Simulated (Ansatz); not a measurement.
Geometry relaxation of W (part 2 of 2)

W (2 atoms in the cell); DFT PBE, scalar-relativistic, plane waves, PAW, spin-polarised (Ansatz 0.2.0); cutoff 420 eV, 1×1×15 k-mesh, Gaussian smearing of 0.05 eV, collinear spins. The structure derives from an entry of the Crystallography Open Database. It belongs to a series of runs on one base structure; here: zigzag chain of atoms.

Geometry of the input (Å; fractional positions):
```
10.1000  0.0000  0.0000
0.0000  9.3000  0.0000
0.0000  0.0000  4.4664
W  0.4447  0.5000  0.0000
W  0.5553  0.5000  0.5000
```

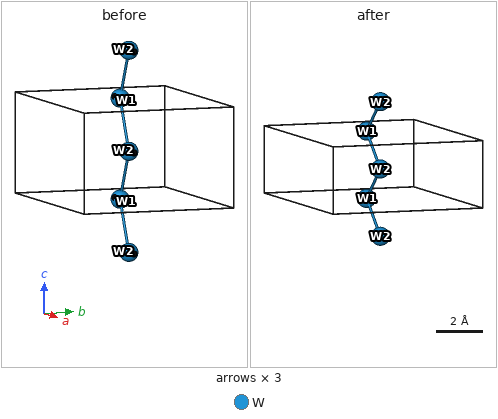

Figure 1. Before (left) and after (right) the relaxation, at one scale (ball-and-stick view of the cell of the calculation, with the vacuum cut short, with bonded neighbours outside it, seen slightly off an axis). The black arrows give the displacements (without the part carried along by the change of the cell), magnified 3 times. The largest moves relative to the cell, 0.32 Å, are those of W1 and W2. Along the periodic axis the drawn cell goes c 4.466 → 2.975 Å (−33.4 %). Distances before and after: W1–W2 2.497 → 2.297 Å. Among the angles that change: W2–W1–W2 126.9° → 80.7°. Over 10 geometry steps the energy falls by 1729 meV per atom. Largest force component: 0.43 eV/Å at the start, 0.0091 eV/Å at the end. A last SCF at the same geometry on a re-selected plane-wave basis shifts the energy by +0.7 meV per atom. (Atoms are counted from 1 in the order of the input.)

```
basis re-selected at this cell: Δ(F+E_penalty+E_count) = +1.427e-3 eV, ΔP = -0.005 GPa vs the last step (what re-selecting the basis moved, of the pressure what is left beyond the Pulay correction that the steps carried, after the strain that the cell walked since its last selection, with what the two solves' SCF thresholds leave and, on support functions, any second-order correction that the steps lacked; it is no measure of the basis error at this ecutwfc). The dense FFT grid was sized anew with the basis: this SCF ran on 72×64×20 points, the steps before it on 72×64×30, so part of this shift can come from that change (see relax.cell in the input reference). This SCF's stress stands 4.29e-3 GPa from its target on what of the cell is left free (relax.cell.stress_tol is 3.00e-2 GPa) and its largest allowed force component is 9.05e-3 eV/Å (relax.f_tol is 1.00e-2 eV/Å): within both
WARN: The output density's exchange-correlation potential varies sharply where the density is thin. Do not read a vacuum level from v_tot or v_xc, or from such a field of the output density. On a cell that repeats whose density bears no net charge and no dipole along the vacuum's axis use v_es (v_loc + v_h of the components); under efield.dipole_correction with no amplitude use v_es + v_field, which holds any external_charges[].barrier, or the levels of the report's work_function block, which leave it out; under a non-zero efield.amplitude the vacuum is tilted and has no level; on a cell that repeats and bears such a dipole with no correction it is tilted too, and efield.dipole_correction with no amplitude gives each side of its ramp a level where efield: is served; in a cell that repeats whose density bears a net charge (total_charge, or a fill off its count) it is curved and has none; of a slab under crystal.periodic whose density bears no net charge use v_es, which has a level on each side, short of where the two are joined; of another it falls or rises all the way out and has none; of a slab beside external_charges read slab_vacuum_level instead, which it has where they leave it neutral. The grid or the basis barely resolves most such structure, and the values can differ between equally converged runs; as a rule a tighter scf.convergence.dr2_threshold does not remove it. Where the density itself ripples (under the LDA too) a higher basis.ecutwfc lessens it. The files hold the spikes' plane waves up to the density's cutoff. Files: v_tot_of_output_density and the like, and their columns of v_z.tsv (output.write_potential); v_xc_of_output_density and the like, and their columns of v_comp_z.tsv (output.write_potential_components). Measured: with its Gaussian average of σ = 0.25 Å subtracted twice, the exchange-correlation potential is over 0.1 eV at 3778 of the grid points where the equally averaged density (valence and model cores) is under 1e-3 e/Å³, and 0.653 eV at the most among them, at an averaged density of 6.8e-5 e/Å³. The input density's (outcome.potential() and, of a run that writes arrays, v_tot and v_xc) is over 0.1 eV, so measured, at 3782 points of its own thin density, 0.653 eV at the most. See output.write_potential in the manual, Limitations
SCF converged after 8 iterations
Magnetization: -0.0000 μB (14.0000 up, 14.0000 down)
Absolute magnetization: 0.0000 μB (∫|ρ↑−ρ↓|, with the PAW one-centre terms)
Spin contamination: 0.0000 ħ² per cell (⟨S²⟩ above its minimum at these occupations)
Per-site moments (μB) at R_I (Å): [(5.590880758980176e-10, 0.947535293253493), (5.590881181272434e-10, 0.947535293253493)]
Free energy (F): -20762.039154 eV
Harris-Foulkes:  -20762.039154 eV  (|F-HF|=7.28e-12)
Internal energy: -20762.037600 eV  (E = F + TS)
E sigma→0 (E₀):  -20762.038377 eV
Entropy (-TS):   -0.001554 eV (-0.777 meV/atom)
Fermi energy:    -0.801365 eV
--- Per-component energies (eV) ---
  E_band       = -800.995772
  E_kinetic    = 893.166540
  E_local      = -7707.411725  (includes V_loc(G=0)·N_el)
  E_nonlocal   = 11.671562
  E_hartree    = 3360.114877
  E_xc         = -525.752422
  E_vxc        = -466.744067  (∫ρ·V_xc dr)
  E_paw        = -17127.146511  (= ΣΔE_a)
  E_vpaw       = -251.907742  (= ΣTr[D̂ρ^β])
  E_aug_tail   = -0.000123  (compensation charges beyond the density's cutoff)
  E_ewald      = 333.320201
  E_smearing   = -0.001554  (= −TS)
  E_closure    = -0.000000  (closes the sum)
  Σ components = -20762.039154   (vs F -20762.039154, Δ=0.00e0)
--- Forces (eV/Å), atoms counted from 1 ---
  atom   1  W     -0.00905462     0.00000000    -0.00000000
  atom   2  W      0.00905462     0.00000000     0.00000000
  max |Σ_I F_I| component: 0.00e0 eV/Å
--- Stress (GPa, compression-positive) ---
        0.080362      -0.000000      -0.000000
       -0.000000      -0.029007      -0.000000
       -0.000000      -0.000000       0.004292
  P = ⅓ Tr σ = 0.0185 GPa (0.185 kbar)
--- Band table (eV; the first three rows and the last of 16) ---
  k-point 0 ↑: bands = ["-74.7253", "-74.2921", "-39.8652", "-39.2373", "-39.0837", "-38.6071", "-37.9629", "-37.9565", "-5.8920", "-5.7296", "-2.8283", "-2.6424", "-2.5293", "-1.3820", "-0.2779", "-0.1670", "0.3498", "0.3772", "0.6179", "2.4571"]
  k-point 1 ↑: bands = ["-74.7198", "-74.2959", "-39.8674", "-39.2772", "-39.0769", "-38.6105", "-37.9711", "-37.9385", "-5.7494", "-5.5785", "-2.8381", "-2.8352", "-2.4760", "-1.1522", "-0.8647", "0.3072", "0.3857", "0.4518", "0.6776", "2.5027"]
  k-point 2 ↑: bands = ["-74.7034", "-74.3073", "-39.8748", "-39.3824", "-39.0569", "-38.6210", "-37.9914", "-37.8963", "-5.3355", "-5.1338", "-3.1816", "-2.8778", "-2.3211", "-1.5016", "-0.7066", "0.2144", "0.6743", "0.8610", "0.9293", "2.0173"]
  k-point 7 ↓: bands = ["-74.5113", "-74.4659", "-39.9670", "-39.9441", "-38.8316", "-38.7815", "-37.9398", "-37.8912", "-3.5153", "-3.4811", "-3.4192", "-3.0997", "-0.9569", "-0.7364", "0.0658", "0.1701", "1.1005", "1.4648", "3.2681", "3.3602"]
--- Relaxed structure (11 steps of the walk, 11 accepted, 1 SCFs on fresh bases) ---
  F+E_penalty+E_count = -20762.03915450 eV   max|allowed force component| = 9.055e-3 eV/Å   (the final SCF, on the basis selected at the relaxed cell)
  cell:  # Å, volume = 279.4359 Å³
    - [10.1, 0.0, 0.0]
    - [0.0, 9.3, 0.0]
    - [0.0, 0.0, 2.974938143886268]
  atoms:
    - { symbol: W, position: [0.4133465565602099, 0.5, 0.0] }
    - { symbol: W, position: [0.5866534434397901, 0.5, 0.5000000000000001] }
--- Löwdin populations: 2 sites ---
  site symbol       q [e]    m [muB]
     0      W     13.9356    -0.0000
     1      W     13.9356    -0.0000
  spilling = 0.004602 (of n_electrons = 28.000000)
```

File populations.tsv
```
# site	symbol	l	j	q_up	q_dn
# orbitals = lowdin
# n_electrons = 28.000000
# spilling = 0.004602
0	W	0_5S	-	0.984989	0.984989
0	W	0_6S	-	0.596414	0.596414
0	W	1_5P	-	2.983829	2.983829
0	W	2_5D	-	2.402554	2.402554
1	W	0_5S	-	0.984989	0.984989
1	W	0_6S	-	0.596414	0.596414
1	W	1_5P	-	2.983829	2.983829
1	W	2_5D	-	2.402554	2.402554
```

Trajectory as extended XYZ (Å, eV, eV/Å), 12 frames, from step=1 to step=12
```
2
Lattice="10.1000 0.0000 0.0000 0.0000 9.3000 0.0000 0.0000 0.0000 4.4664" Properties=species:S:1:pos:R:3:forces:R:3 step=1 energy=-20758.58325 pressure_GPa=-1.58
W     4.4917    4.6500    0.0000    0.4263   0.0000   0.0000
W     5.6083    4.6500    2.2332   -0.4263   0.0000   0.0000
2
Lattice="10.1000 0.0000 0.0000 0.0000 9.3000 0.0000 0.0000 0.0000 4.2442" Properties=species:S:1:pos:R:3:forces:R:3 step=2 energy=-20759.08002 pressure_GPa=-0.94
W     4.4857    4.6500    0.0000   -0.6437   0.0000   0.0000
W     5.6143    4.6500    2.1221    0.6437   0.0000   0.0000
2
Lattice="10.1000 0.0000 0.0000 0.0000 9.3000 0.0000 0.0000 0.0000 4.0232" Properties=species:S:1:pos:R:3:forces:R:3 step=3 energy=-20759.88922 pressure_GPa=-1.35
W     4.3790    4.6500    0.0000   -1.2378   0.0000   0.0000
W     5.7210    4.6500    2.0116    1.2378   0.0000   0.0000
2
Lattice="10.1000 0.0000 0.0000 0.0000 9.3000 0.0000 0.0000 0.0000 3.8051" Properties=species:S:1:pos:R:3:forces:R:3 step=4 energy=-20760.34590 pressure_GPa=-2.73
W     4.2545    4.6500    0.0000    2.9761   0.0000   0.0000
W     5.8455    4.6500    1.9026   -2.9761   0.0000   0.0000
2
Lattice="10.1000 0.0000 0.0000 0.0000 9.3000 0.0000 0.0000 0.0000 3.5876" Properties=species:S:1:pos:R:3:forces:R:3 step=5 energy=-20761.10234 pressure_GPa=-1.19
W     4.2927    4.6500    0.0000   -0.2824   0.0000   0.0000
W     5.8073    4.6500    1.7938    0.2824   0.0000   0.0000
2
Lattice="10.1000 0.0000 0.0000 0.0000 9.3000 0.0000 0.0000 0.0000 3.3686" Properties=species:S:1:pos:R:3:forces:R:3 step=6 energy=-20761.55050 pressure_GPa=-0.84
W     4.2573    4.6500    0.0000   -0.3551   0.0000   0.0000
W     5.8427    4.6500    1.6843    0.3551   0.0000   0.0000
2
Lattice="10.1000 0.0000 0.0000 0.0000 9.3000 0.0000 0.0000 0.0000 3.1511" Properties=species:S:1:pos:R:3:forces:R:3 step=7 energy=-20761.89354 pressure_GPa=-0.40
W     4.2148    4.6500    0.0000   -0.6122   0.0000   0.0000
W     5.8852    4.6500    1.5755    0.6122   0.0000   0.0000
2
Lattice="10.1000 0.0000 0.0000 0.0000 9.3000 0.0000 0.0000 0.0000 2.9278" Properties=species:S:1:pos:R:3:forces:R:3 step=8 energy=-20762.01854 pressure_GPa=-0.05
W     4.1549    4.6500    0.0000    0.7201   0.0000   0.0000
W     5.9451    4.6500    1.4639   -0.7201   0.0000   0.0000
2
Lattice="10.1000 0.0000 0.0000 0.0000 9.3000 0.0000 0.0000 0.0000 2.9959" Properties=species:S:1:pos:R:3:forces:R:3 step=9 energy=-20762.03793 pressure_GPa=-0.06
W     4.1793    4.6500    0.0000   -0.1190   0.0000   0.0000
W     5.9207    4.6500    1.4979    0.1190   0.0000   0.0000
2
Lattice="10.1000 0.0000 0.0000 0.0000 9.3000 0.0000 0.0000 0.0000 2.9677" Properties=species:S:1:pos:R:3:forces:R:3 step=10 energy=-20762.04007 pressure_GPa=0.01
W     4.1718    4.6500    0.0000    0.1174   0.0000   0.0000
W     5.9282    4.6500    1.4839   -0.1174   0.0000   0.0000
2
Lattice="10.1000 0.0000 0.0000 0.0000 9.3000 0.0000 0.0000 0.0000 2.9749" Properties=species:S:1:pos:R:3:forces:R:3 step=11 energy=-20762.04058 pressure_GPa=0.02
W     4.1748    4.6500    0.0000   -0.0090   0.0000   0.0000
W     5.9252    4.6500    1.4875    0.0090   0.0000   0.0000
2
Lattice="10.1000 0.0000 0.0000 0.0000 9.3000 0.0000 0.0000 0.0000 2.9749" Properties=species:S:1:pos:R:3:forces:R:3 step=12 energy=-20762.03915 pressure_GPa=0.02
W     4.1748    4.6500    0.0000   -0.0091   0.0000   0.0000
W     5.9252    4.6500    1.4875    0.0091   0.0000   0.0000
```

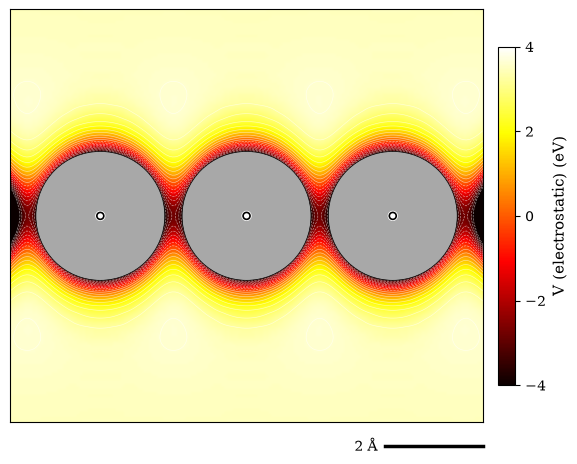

Figure 2. Electrostatic potential energy of an electron on the (100) plane of the calculation cell, a cut from vacuum to vacuum. Circles mark the nuclei in the plane (W). Grey discs, where drawn, cover atomic cores. The plane passes through W nuclei. Core electrons are frozen (PAW), so the fields are smoothed inside the atomic spheres.

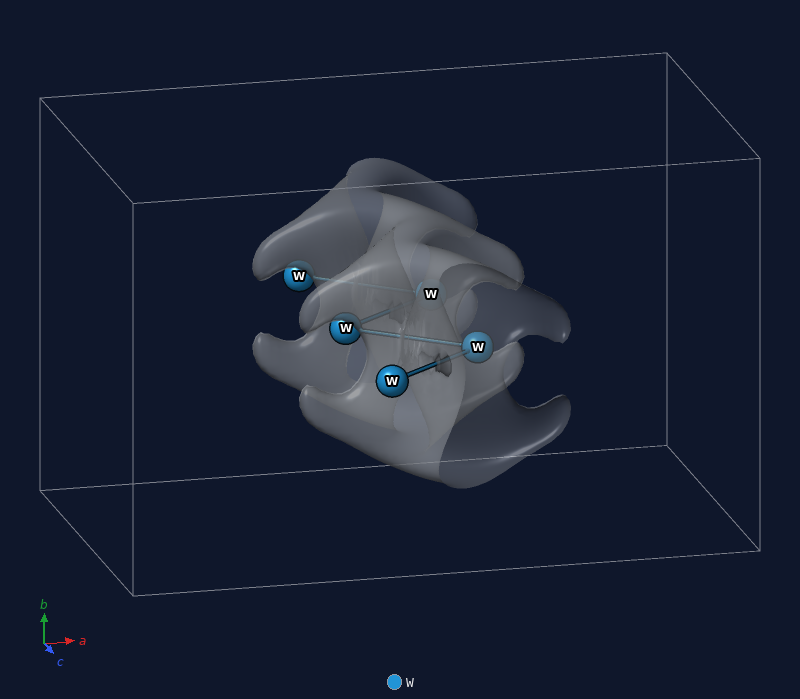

Figure 3. Isosurface of the electron localisation function at 0.4 (grey), seen from the side, at a tilt. Only the valence region is drawn (cores and ρ < 0.01 e/Å³ removed). Sticks mark near contacts. Counts are for one cell; the picture repeats the cell along the surface. Profiles from the grid: W–W (2.30 Å): the ELF is about 0.40 at the midpoint, as expected for metallic bonding.

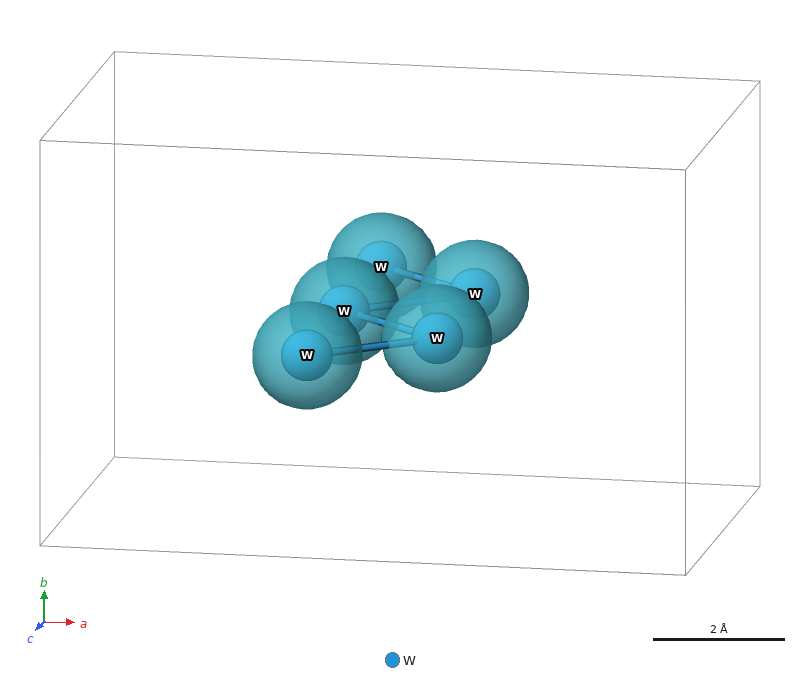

Figure 4. Isosurface of the valence charge density (pseudo) at 1.5 e/Å³ (cyan), seen from the side, at a tilt. Sticks mark near contacts. At this value the density breaks into separate islands; it holds about 60 % of the electrons treated as valence (semicore included). It is pinched off along the W–W (2.30 Å) contacts. On the grid the lowest density along these lines, outside the cores, is 0.95 e/Å³ (W–W, 2.30 Å).

Results in brief

- outcome: converged
- electrons treated: 28
- free energy: −20762.0392 eV
- Fermi energy: −0.801 eV
- gap on the k-point mesh: none (metallic)
- net moment of the cell: 0.00 μB
- integrated absolute moment: 0.00 μB
- final volume: 279.44 Å³
- largest force (length of the vector) at the end: 0.009 eV/Å
- hardware: 2 threads of Arm Neoverse V1, 24 GiB of memory available, shared host
- wall time: 82 s (CPU time 2.7 min)
- peak memory: 0.62 GiB

The program warns: some starting moments were not kept; the exchange-correlation potential is rough where the density is thin. Spin–orbit coupling is left out, which matters for W.
